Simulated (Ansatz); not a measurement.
Consider C.

Input

```
crystal:
  lattice:
    - [0.0, 1.765566, 1.7834]
    - [1.765566, 0.0, 1.7834]
    - [1.765566, 1.765566, 0.0]
  atoms:
    - { symbol: C, position: [0.5, 0.5, 0.5] }
    - { symbol: C, position: [0.75, 0.75, 0.75] }
kpoints:
  mp_grid: { grid: [20, 20, 20] }
scf:
  occupations: { method: fermi_dirac, width: 0.08 }
hamiltonian:
  xc: pbe
  pseudopotentials: { kind: paw }
output:
  forces: true
  stress: true
  eigenvalues: true
  efg: { contact_densities: true }
  write_density: true
  write_potential: true
  elf: true
  volumetric_format: npy
```

Launched as:

```sh
ansatz run input.yaml --threads 1 --pin off --max-ram 3072MiB --backend cpu --events-out ev --progress --plain --runs-dir out
```

Below, planes, directions and counts refer to the conventional cell (a = 2.50 Å, b = 2.50 Å, c = 3.57 Å, α = 90.00°, β = 90.00°, γ = 90.00°).

Space group I4₁/amd; changed on purpose from its base cell (equal xx and yy strain of -1 %, PAW files); computed pressure about 11 GPa in this cell.

These are results of Ansatz, DFT, PBE, PAW with Ansatz's default frozen-core files, scalar-relativistic, not measurements.

> What can the converged valence pseudo-density and electron localisation function tell about the bonding?

C–C (1.53 Å): the density is about 1.7 e/Å³ at the midpoint; the ELF peaks at about 0.95 between the atoms; a covalent bond.

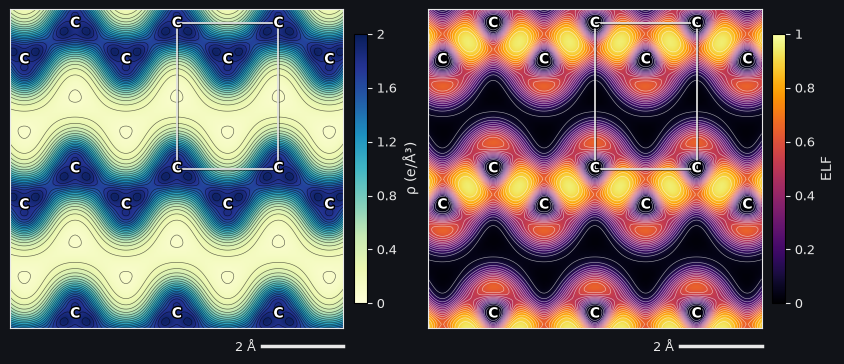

Computed valence pseudo-density and electron localisation function on the (010) plane of the conventional cell, in this order. 

The density is the valence pseudo-density of a PAW calculation; it isn't the true density close to the nuclei.
